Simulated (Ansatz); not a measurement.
**Run report: Sn₂O, geometry relaxation (part 1 of 2)**

System: Sn₂O (P-3m1, 6 atoms in the cell).
Method: DFT r2SCAN, scalar-relativistic, plane waves, PAW (Ansatz 0.2.0).

The structure derives from an entry of the Crystallography Open Database. The run did not end well. It belongs to a series of runs on one base structure; here: 4 of 4 Ti sites taken by Sn, cell and atoms relaxed.

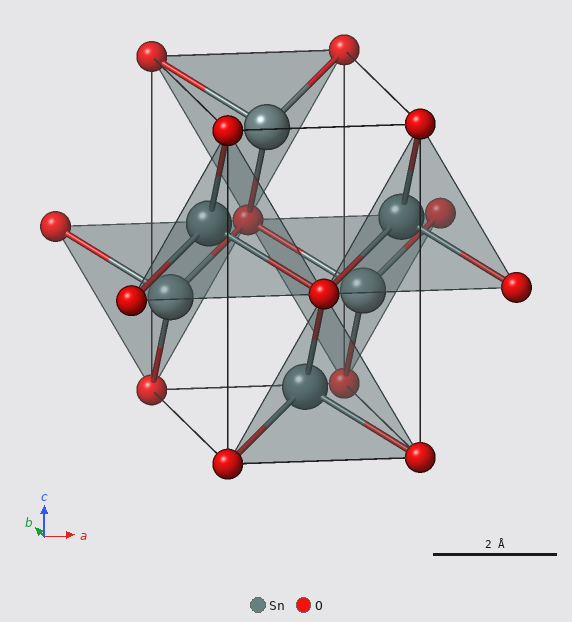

The input geometry (polyhedral view of the cell of the calculation, seen slightly off an axis; polyhedra are completed across the faces of the cell).

The input
```yaml
crystal:
  lattice:
    - [-3.1895730895, 0.0, 0.0]
    - [0.0, 0.0, -6.6974045561]
    - [0.0, -5.5245026455, 0.0]
  atoms:
    - { symbol: Sn, position: [1.0, 0.751577875, 0.3333333333] }
    - { symbol: Sn, position: [0.5, 0.751577875, 0.8333333333] }
    - { symbol: Sn, position: [0.5, 0.248422125, 0.1666666667] }
    - { symbol: Sn, position: [0.0, 0.248422125, 0.6666666667] }
    - { symbol: O, position: [0.5, 0.0, 0.5] }
    - { symbol: O, position: [1.0, 0.0, 1.0] }
basis:
  ecutwfc: 500
kpoints:
  mp_grid: { grid: [12, 6, 8] }
hamiltonian:
  xc: r2scan
scf:
  occupations: { method: gaussian, width: 0.1 }
output:
  forces: true
  stress: true
  eigenvalues: true
relax:
  adjacent_minimum: "off"
  f_tol: 0.015
  max_steps: 60
  cell: { stress_tol: 0.15 }
```

Hardware: 1 thread of Oxide Virtual Turin-like (Zen 5), 32 GiB of memory available, shared host.

Launch command:
```bash
ansatz run input.yaml --threads 1 --pin off --max-ram 2560MiB --backend cpu --events-out ev --progress --plain --runs-dir out
```

What the program printed
```
Engine: ansatz 0.2.0, x86_64-unknown-linux-gnu
Pseudopotentials: kind: paw
Pseudopotential: Sn, paw, valence charge 14, recommended cutoff 500 eV (meta_gga), Sn.paw.azcp
Pseudopotential: O, paw, valence charge 6, recommended cutoff 500 eV (meta_gga), O.paw.azcp
Functional definition: r2SCAN
  parameter k0 = 0.174
  parameter k1 = 0.065
  parameter a1 = 4.9479
  exchange = r2scan_x(k0 = k0, k1 = k1, a1 = a1)
  correlation = r2scan_c
Crystal: 6 atoms, lattice volume = 118.014 Å³
Basis set: ecut = 500 eV, 3007 PW (Γ), exchange–correlation on 96×200×180 points (64 copies of the dense FFT grid, shifted against one another)
Bands: 41, of which v1, the nominal top of the filled ones, is band 34 counted from 1 (33 counted from 0)
Symmetry: 8 space group operations
Space group: P-3m1 (ITA 164), of the structure as read, at distance tolerance 4.9e-5 Å
k-points: 182 of 576
Non-local potential: Sn, projectors of the file, l = 0: 2, l = 1: 2, l = 2: 2, l = 3: 2
Non-local potential: O, projectors of the file, l = 0: 2, l = 1: 2, l = 2: 1
PAW form: soft (Blöchl's): semilocal exchange-correlation on the pseudo side does not see the compensation charge
PAW frozen core: Sn, regenerated for the run's functional (the file was generated under x = pbe(κ = 0.804, μ = 0.2195149727645171), c = pbe(β = 0.06672455060314922))
PAW frozen core: O, regenerated for the run's functional (the file was generated under x = pbe(κ = 0.804, μ = 0.2195149727645171), c = pbe(β = 0.06672455060314922))
PAW one-centre angular grid: Sn, 590 points (default); XC on 249 of its mesh's 2787 points in the sphere
PAW one-centre angular grid: O, 302 points (default); XC on 160 Gauss nodes
Initial density: superposition of atomic densities (neutral atoms: chi_scale 0, normalization atom), corrected by the library's trained network
Initial wavefunctions: pseudopotential atomic-orbital guess
Functional: x = r2scan, c = r2scan; τ floored in thin density (d = 2e-4 eV/Å³)
SCF iter   1: F=—  HF=-25288.799739 eV  |F-HF|=—  |Δ(HF+E_count)|=         —  Δρ=8.18e-3  dr2=7.98e-2  dr2_τ=7.54e-2  ethr=1.77e-3  ⟨swp⟩=7.1  Hψ=31753  notcnv=0  defer=18
preconditioner: auto → Kerker (q_TF=auto, 2.489 Å⁻¹)  [metal: Δε(μ)=0.001 eV  Ē_g=19.225 eV  σ=0.100 eV  W_gap=0.01  n_scr=38 (ndim 8)  ℏωp=28.2 eV  f_vac=0.000  D(μ)=1.92/eV (n_scr^D=8)]
SCF iter   2: F=—  HF=-25288.890161 eV  |F-HF|=—  |Δ(HF+E_count)|=   9.04e-2  Δρ=4.54e-3  dr2=1.73e-2  dr2_τ=1.16e-3  ethr=1.17e-4  ⟨swp⟩=2.0  Hψ=12428  notcnv=0  defer=312
SCF iter   3: F=—  HF=-25288.891378 eV  |F-HF|=—  |Δ(HF+E_count)|=   1.22e-3  Δρ=1.41e-3  dr2=1.70e-3  dr2_τ=9.45e-5  ethr=2.55e-5  ⟨swp⟩=2.1  Hψ=8206  notcnv=0  defer=312
SCF iter   4: F=—  HF=-25288.891850 eV  |F-HF|=—  |Δ(HF+E_count)|=   4.72e-4  Δρ=3.13e-4  dr2=1.55e-4  dr2_τ=3.85e-6  ethr=2.50e-6  ⟨swp⟩=2.4  Hψ=9981  notcnv=0  defer=312
SCF iter   5: F=—  HF=-25288.891910 eV  |F-HF|=—  |Δ(HF+E_count)|=   5.96e-5  Δρ=2.15e-4  dr2=6.78e-5  dr2_τ=4.77e-6  ethr=2.27e-7  ⟨swp⟩=3.0  Hψ=14334  notcnv=0  defer=312
SCF iter   6: F=—  HF=-25288.891893 eV  |F-HF|=—  |Δ(HF+E_count)|=   1.71e-5  Δρ=5.17e-5  dr2=3.92e-6  dr2_τ=2.37e-7  ethr=9.98e-8  ⟨swp⟩=2.0  Hψ=9536  notcnv=0  defer=312
SCF iter   7: F=—  HF=-25288.891894 eV  |F-HF|=—  |Δ(HF+E_count)|=   1.04e-6  Δρ=1.75e-5  dr2=4.46e-7  dr2_τ=2.17e-8  ethr=5.76e-9  ⟨swp⟩=2.0  Hψ=9355  notcnv=0  defer=312
SCF iter   8: F=-25288.891894 eV  HF=-25288.891894 eV  |F-HF|=4.12e-8  |Δ(HF+E_count)|=   6.87e-8  Δρ=3.66e-6  dr2=6.24e-8  dr2_τ=7.60e-10  ethr=1.47e-10  ⟨swp⟩=10.2  Hψ=33929  notcnv=0
SCF 1 converged in 8 iterations: F = -25288.891894 eV  dr2 = 6.24e-8
  greatest PAW one-centre occupation: 0.992 electrons in one spin orbital (limit 2), on the Sn atom at site 3 (counted from 0), in its partial waves of l = 2
relax step   1: F+E_penalty+E_count = -25288.89189360 eV  Δ(F+E_penalty+E_count) = +0.000e0 eV  max|allowed force component| = 1.077e-2 eV/Å  Δτ_max = 0.0000 Å  P = +0.027 GPa  Ω = 118.014 Å³  (8 SCF iters, dr2 threshold 1.00e-7 eV, accepted)
Crystal: 6 atoms, lattice volume = 119.005 Å³
Basis set: ecut = 500 eV, 3015 PW (Γ), exchange–correlation on 96×200×180 points (64 copies of the dense FFT grid, shifted against one another)
Initial density: handed on by an earlier stage of this run
Initial wavefunctions: those handed on with the density
iter 1 solved again at ethr=3.33e-5 eV; its pass at ethr=3.10e-3 eV (dr2=2.26e-2 eV) is discarded
SCF iter   1: F=—  HF=-25288.868693 eV  |F-HF|=—  |Δ(HF+E_count)|=         —  Δρ=2.45e-3  dr2=2.38e-2  dr2_τ=1.85e-2  ethr=3.33e-5  ⟨swp⟩=1.3  Hψ=36641  notcnv=0
preconditioner: auto → Kerker (q_TF=auto, 2.485 Å⁻¹)  [metal: Δε(μ)=0.009 eV  Ē_g=19.176 eV  σ=0.100 eV  W_gap=0.05  n_scr=38 (ndim 8)  ℏωp=28.1 eV  f_vac=0.000  D(μ)=2.02/eV (n_scr^D=8)]
SCF iter   2: F=—  HF=-25288.892332 eV  |F-HF|=—  |Δ(HF+E_count)|=   2.36e-2  Δρ=8.70e-4  dr2=2.39e-3  dr2_τ=1.34e-4  ethr=3.33e-5  ⟨swp⟩=2.0  Hψ=10652  notcnv=0
SCF iter   3: F=—  HF=-25288.892416 eV  |F-HF|=—  |Δ(HF+E_count)|=   8.45e-5  Δρ=5.16e-4  dr2=1.48e-3  dr2_τ=3.54e-5  ethr=3.52e-6  ⟨swp⟩=1.7  Hψ=8546  notcnv=0
SCF iter   4: F=—  HF=-25288.892288 eV  |F-HF|=—  |Δ(HF+E_count)|=   1.28e-4  Δρ=2.31e-4  dr2=3.85e-4  dr2_τ=2.06e-6  ethr=2.17e-6  ⟨swp⟩=1.6  Hψ=7769  notcnv=0
SCF iter   5: F=—  HF=-25288.892235 eV  |F-HF|=—  |Δ(HF+E_count)|=   5.26e-5  Δρ=1.35e-4  dr2=2.94e-5  dr2_τ=1.12e-6  ethr=5.67e-7  ⟨swp⟩=2.2  Hψ=9767  notcnv=0
SCF iter   6: F=—  HF=-25288.892242 eV  |F-HF|=—  |Δ(HF+E_count)|=   6.17e-6  Δρ=3.84e-5  dr2=3.35e-6  dr2_τ=6.31e-8  ethr=4.32e-8  ⟨swp⟩=3.0  Hψ=14000  notcnv=0
SCF iter   7: F=—  HF=-25288.892242 eV  |F-HF|=—  |Δ(HF+E_count)|=   6.63e-7  Δρ=1.20e-5  dr2=4.16e-7  dr2_τ=1.50e-8  ethr=4.93e-9  ⟨swp⟩=2.1  Hψ=10509  notcnv=0
SCF iter   8: F=-25288.892242 eV  HF=-25288.892242 eV  |F-HF|=1.59e-8  |Δ(HF+E_count)|=   1.03e-8  Δρ=4.69e-6  dr2=4.78e-8  dr2_τ=7.58e-10  ethr=3.91e-10  ⟨swp⟩=6.7  Hψ=28009  notcnv=0
SCF 2 converged in 8 iterations: F = -25288.892242 eV  dr2 = 4.78e-8
relax step   2: F+E_penalty+E_count = -25288.89224230 eV  Δ(F+E_penalty+E_count) = -3.487e-4 eV  max|allowed force component| = 4.428e-2 eV/Å  Δτ_max = 0.0186 Å  P = +0.025 GPa  Ω = 119.005 Å³  energy of the carried Pulay correction = -1.604e-4 eV  (8 SCF iters, dr2 threshold 2.66e-7 eV, accepted)
Crystal: 6 atoms, lattice volume = 118.226 Å³
iter 1 solved again at ethr=9.67e-6 eV; its pass at ethr=3.10e-3 eV (dr2=6.57e-3 eV) is discarded
SCF iter   1: F=—  HF=-25288.884858 eV  |F-HF|=—  |Δ(HF+E_count)|=         —  Δρ=1.45e-3  dr2=6.63e-3  dr2_τ=7.11e-3  ethr=9.67e-6  ⟨swp⟩=2.0  Hψ=31493  notcnv=0
preconditioner: auto → Kerker (q_TF=auto, 2.488 Å⁻¹)  [metal: Δε(μ)=0.014 eV  Ē_g=19.175 eV  σ=0.100 eV  W_gap=0.08  n_scr=38 (ndim 8)  ℏωp=28.2 eV  f_vac=0.000  D(μ)=1.94/eV (n_scr^D=8)]
SCF iter   2: F=—  HF=-25288.892795 eV  |F-HF|=—  |Δ(HF+E_count)|=   7.94e-3  Δρ=5.27e-4  dr2=8.53e-4  dr2_τ=3.04e-5  ethr=9.67e-6  ⟨swp⟩=2.0  Hψ=9672  notcnv=0
SCF iter   3: F=—  HF=-25288.892762 eV  |F-HF|=—  |Δ(HF+E_count)|=   3.34e-5  Δρ=2.83e-4  dr2=4.00e-4  dr2_τ=9.73e-6  ethr=1.25e-6  ⟨swp⟩=1.6  Hψ=8983  notcnv=0
SCF iter   4: F=—  HF=-25288.892724 eV  |F-HF|=—  |Δ(HF+E_count)|=   3.82e-5  Δρ=1.19e-4  dr2=9.01e-5  dr2_τ=7.94e-7  ethr=5.88e-7  ⟨swp⟩=1.8  Hψ=7837  notcnv=0
SCF iter   5: F=—  HF=-25288.892709 eV  |F-HF|=—  |Δ(HF+E_count)|=   1.45e-5  Δρ=7.98e-5  dr2=1.28e-5  dr2_τ=5.52e-7  ethr=1.32e-7  ⟨swp⟩=2.1  Hψ=9437  notcnv=0
SCF iter   6: F=—  HF=-25288.892710 eV  |F-HF|=—  |Δ(HF+E_count)|=   4.19e-7  Δρ=2.27e-5  dr2=1.21e-6  dr2_τ=2.22e-8  ethr=1.89e-8  ⟨swp⟩=2.9  Hψ=13844  notcnv=0
SCF iter   7: F=—  HF=-25288.892710 eV  |F-HF|=—  |Δ(HF+E_count)|=   2.82e-7  Δρ=7.09e-6  dr2=1.57e-7  dr2_τ=3.20e-9  ethr=1.77e-9  ⟨swp⟩=3.0  Hψ=14128  notcnv=0
SCF iter   8: F=-25288.892710 eV  HF=-25288.892710 eV  |F-HF|=3.21e-9  |Δ(HF+E_count)|=   3.81e-9  Δρ=2.79e-6  dr2=1.48e-8  dr2_τ=2.14e-10  ethr=1.80e-10  ⟨swp⟩=5.6  Hψ=25325  notcnv=0
SCF 3 converged in 8 iterations: F = -25288.892710 eV  dr2 = 1.48e-8
relax step   3: F+E_penalty+E_count = -25288.89270996 eV  Δ(F+E_penalty+E_count) = -4.677e-4 eV  max|allowed force component| = 2.939e-2 eV/Å  Δτ_max = 0.0120 Å  P = +0.101 GPa  Ω = 118.226 Å³  energy of the carried Pulay correction = -4.579e-5 eV  (8 SCF iters, dr2 threshold 1.23e-7 eV, accepted)
Crystal: 6 atoms, lattice volume = 118.500 Å³
iter 1 solved again at ethr=5.64e-7 eV; its pass at ethr=3.10e-3 eV (dr2=3.83e-4 eV) is discarded
SCF iter   1: F=—  HF=-25288.890475 eV  |F-HF|=—  |Δ(HF+E_count)|=         —  Δρ=5.31e-4  dr2=3.92e-4  dr2_τ=2.54e-3  ethr=5.64e-7  ⟨swp⟩=2.6  Hψ=35643  notcnv=0
preconditioner: auto → Kerker (q_TF=auto, 2.487 Å⁻¹)  [metal: Δε(μ)=0.012 eV  Ē_g=19.172 eV  σ=0.100 eV  W_gap=0.07  n_scr=38 (ndim 8)  ℏωp=28.1 eV  f_vac=0.000  D(μ)=1.95/eV (n_scr^D=8)]
SCF iter   2: F=—  HF=-25288.893385 eV  |F-HF|=—  |Δ(HF+E_count)|=   2.91e-3  Δρ=2.50e-4  dr2=5.94e-5  dr2_τ=2.98e-6  ethr=5.64e-7  ⟨swp⟩=2.8  Hψ=14301  notcnv=0
SCF iter   3: F=—  HF=-25288.893392 eV  |F-HF|=—  |Δ(HF+E_count)|=   6.75e-6  Δρ=1.47e-4  dr2=2.61e-5  dr2_τ=5.08e-7  ethr=8.73e-8  ⟨swp⟩=1.3  Hψ=7867  notcnv=0
SCF iter   4: F=—  HF=-25288.893397 eV  |F-HF|=—  |Δ(HF+E_count)|=   4.97e-6  Δρ=6.33e-5  dr2=3.93e-6  dr2_τ=6.54e-7  ethr=3.85e-8  ⟨swp⟩=3.0  Hψ=13827  notcnv=0
SCF iter   5: F=—  HF=-25288.893397 eV  |F-HF|=—  |Δ(HF+E_count)|=   2.03e-7  Δρ=2.05e-5  dr2=7.81e-7  dr2_τ=2.69e-8  ethr=5.79e-9  ⟨swp⟩=2.0  Hψ=9978  notcnv=0
SCF iter   6: F=-25288.893397 eV  HF=-25288.893397 eV  |F-HF|=3.00e-8  |Δ(HF+E_count)|=   9.77e-8  Δρ=5.70e-6  dr2=9.70e-8  dr2_τ=1.54e-9  ethr=3.03e-10  ⟨swp⟩=6.2  Hψ=31034  notcnv=0
SCF 4 converged in 6 iterations: F = -25288.893397 eV  dr2 = 9.70e-8
relax step   4: F+E_penalty+E_count = -25288.89339682 eV  Δ(F+E_penalty+E_count) = -6.869e-4 eV  max|allowed force component| = 7.537e-3 eV/Å  Δτ_max = 0.0075 Å  P = +0.004 GPa  Ω = 118.500 Å³  energy of the carried Pulay correction = -8.111e-5 eV  (6 SCF iters, dr2 threshold 2.06e-7 eV, accepted)
Crystal: 6 atoms, lattice volume = 118.544 Å³
iter 1 solved again at ethr=6.10e-8 eV; its pass at ethr=3.10e-3 eV (dr2=4.15e-5 eV) is discarded
SCF iter   1: F=—  HF=-25288.892876 eV  |F-HF|=—  |Δ(HF+E_count)|=         —  Δρ=1.95e-4  dr2=4.01e-5  dr2_τ=5.46e-4  ethr=6.10e-8  ⟨swp⟩=2.6  Hψ=35065  notcnv=0
preconditioner: auto → Kerker (q_TF=auto, 2.487 Å⁻¹)  [metal: Δε(μ)=0.017 eV  Ē_g=19.170 eV  σ=0.100 eV  W_gap=0.10  n_scr=38 (ndim 8)  ℏωp=28.1 eV  f_vac=0.000  D(μ)=1.95/eV (n_scr^D=8)]
SCF iter   2: F=—  HF=-25288.893475 eV  |F-HF|=—  |Δ(HF+E_count)|=   5.99e-4  Δρ=9.43e-5  dr2=6.70e-6  dr2_τ=3.27e-7  ethr=5.90e-8  ⟨swp⟩=2.9  Hψ=14867  notcnv=0
SCF iter   3: F=—  HF=-25288.893472 eV  |F-HF|=—  |Δ(HF+E_count)|=   3.24e-6  Δρ=6.34e-5  dr2=3.68e-6  dr2_τ=7.44e-8  ethr=9.85e-9  ⟨swp⟩=1.0  Hψ=7462  notcnv=0
SCF iter   4: F=—  HF=-25288.893474 eV  |F-HF|=—  |Δ(HF+E_count)|=   1.75e-6  Δρ=1.87e-5  dr2=3.90e-7  dr2_τ=4.94e-8  ethr=5.41e-9  ⟨swp⟩=2.0  Hψ=9789  notcnv=0
SCF iter   5: F=—  HF=-25288.893474 eV  |F-HF|=—  |Δ(HF+E_count)|=   9.86e-9  Δρ=7.66e-6  dr2=1.15e-7  dr2_τ=4.81e-9  ethr=5.74e-10  ⟨swp⟩=2.0  Hψ=9957  notcnv=0
SCF iter   6: F=—  HF=-25288.893474 eV  |F-HF|=—  |Δ(HF+E_count)|=   5.16e-9  Δρ=2.13e-6  dr2=1.15e-8  dr2_τ=1.76e-10  ethr=1.70e-10  ⟨swp⟩=2.6  Hψ=13374  notcnv=0
SCF iter   7: F=—  HF=-25288.893474 eV  |F-HF|=—  |Δ(HF+E_count)|=   1.40e-9  Δρ=1.35e-6  dr2=3.41e-9  dr2_τ=3.19e-11  ethr=1.70e-11  ⟨swp⟩=2.0  Hψ=13558  notcnv=0
SCF iter   8: F=—  HF=-25288.893474 eV  |F-HF|=—  |Δ(HF+E_count)|=  4.26e-10  Δρ=6.27e-7  dr2=6.92e-10  dr2_τ=5.89e-12  ethr=5.02e-12  ⟨swp⟩=2.8  Hψ=13603  notcnv=0
SCF iter   9: F=-25288.893474 eV  HF=-25288.893474 eV  |F-HF|=1.46e-11  |Δ(HF+E_count)|=  4.37e-11  Δρ=1.48e-7  dr2=5.07e-11  dr2_τ=8.58e-13  ethr=1.00e-12  ⟨swp⟩=4.9  Hψ=23467  notcnv=0
SCF 5 converged in 9 iterations: F = -25288.893474 eV  dr2 = 5.07e-11
relax step   5: F+E_penalty+E_count = -25288.89347351 eV  Δ(F+E_penalty+E_count) = -7.669e-5 eV  max|allowed force component| = 7.837e-3 eV/Å  Δτ_max = 0.0036 Å  P = -0.017 GPa  Ω = 118.544 Å³  energy of the carried Pulay correction = -8.682e-5 eV  (9 SCF iters, accepted)
Crystal: 6 atoms, lattice volume = 118.743 Å³
Basis set: ecut = 500 eV, 3011 PW (Γ), exchange–correlation on 96×200×180 points (64 copies of the dense FFT grid, shifted against one another)
iter 1 solved again at ethr=4.53e-6 eV; its pass at ethr=3.10e-3 eV (dr2=3.08e-3 eV) is discarded
SCF iter   1: F=—  HF=-25288.841384 eV  |F-HF|=—  |Δ(HF+E_count)|=         —  Δρ=1.81e-3  dr2=3.18e-3  dr2_τ=4.82e-2  ethr=4.53e-6  ⟨swp⟩=2.0  Hψ=39042  notcnv=0
preconditioner: auto → Kerker (q_TF=auto, 2.486 Å⁻¹)  [metal: Δε(μ)=0.008 eV  Ē_g=19.166 eV  σ=0.100 eV  W_gap=0.05  n_scr=38 (ndim 8)  ℏωp=28.1 eV  f_vac=0.000  D(μ)=1.97/eV (n_scr^D=8)]
SCF iter   2: F=—  HF=-25288.893860 eV  |F-HF|=—  |Δ(HF+E_count)|=   5.25e-2  Δρ=8.80e-4  dr2=5.22e-4  dr2_τ=2.67e-5  ethr=4.53e-6  ⟨swp⟩=3.0  Hψ=16403  notcnv=0
SCF iter   3: F=—  HF=-25288.894007 eV  |F-HF|=—  |Δ(HF+E_count)|=   1.47e-4  Δρ=6.11e-4  dr2=2.86e-4  dr2_τ=6.65e-6  ethr=7.67e-7  ⟨swp⟩=1.0  Hψ=7462  notcnv=0
SCF iter   4: F=—  HF=-25288.894113 eV  |F-HF|=—  |Δ(HF+E_count)|=   1.06e-4  Δρ=1.52e-4  dr2=2.89e-5  dr2_τ=2.95e-6  ethr=4.20e-7  ⟨swp⟩=2.0  Hψ=9638  notcnv=0
SCF iter   5: F=—  HF=-25288.894115 eV  |F-HF|=—  |Δ(HF+E_count)|=   1.57e-6  Δρ=7.00e-5  dr2=6.91e-6  dr2_τ=3.36e-7  ethr=4.25e-8  ⟨swp⟩=2.0  Hψ=9912  notcnv=0
SCF iter   6: F=—  HF=-25288.894114 eV  |F-HF|=—  |Δ(HF+E_count)|=   9.00e-7  Δρ=2.52e-5  dr2=8.98e-7  dr2_τ=1.66e-8  ethr=1.02e-8  ⟨swp⟩=2.8  Hψ=14103  notcnv=0
SCF iter   7: F=—  HF=-25288.894115 eV  |F-HF|=—  |Δ(HF+E_count)|=   6.25e-7  Δρ=6.27e-6  dr2=4.59e-8  dr2_τ=7.38e-10  ethr=1.32e-9  ⟨swp⟩=2.0  Hψ=13669  notcnv=0
SCF iter   8: F=—  HF=-25288.894115 eV  |F-HF|=—  |Δ(HF+E_count)|=   2.40e-8  Δρ=2.44e-6  dr2=7.09e-9  dr2_τ=5.36e-11  ethr=6.75e-11  ⟨swp⟩=2.9  Hψ=13502  notcnv=0
SCF iter   9: F=—  HF=-25288.894115 eV  |F-HF|=—  |Δ(HF+E_count)|=   3.17e-9  Δρ=5.92e-7  dr2=5.79e-10  dr2_τ=9.17e-12  ethr=1.04e-11  ⟨swp⟩=2.2  Hψ=13171  notcnv=0
SCF iter  10: F=-25288.894115 eV  HF=-25288.894115 eV  |F-HF|=3.64e-11  |Δ(HF+E_count)|=  2.18e-11  Δρ=1.27e-7  dr2=3.13e-11  dr2_τ=9.74e-13  ethr=1.00e-12  ⟨swp⟩=5.0  Hψ=23984  notcnv=0
SCF 6 converged in 10 iterations: F = -25288.894115 eV  dr2 = 3.13e-11
relax step   6: F+E_penalty+E_count = -25288.89411472 eV  Δ(F+E_penalty+E_count) = -6.412e-4 eV  max|allowed force component| = 2.408e-2 eV/Å  Δτ_max = 0.0340 Å  P = -0.103 GPa  Ω = 118.743 Å³  energy of the carried Pulay correction = -1.116e-4 eV  (10 SCF iters, accepted)
```
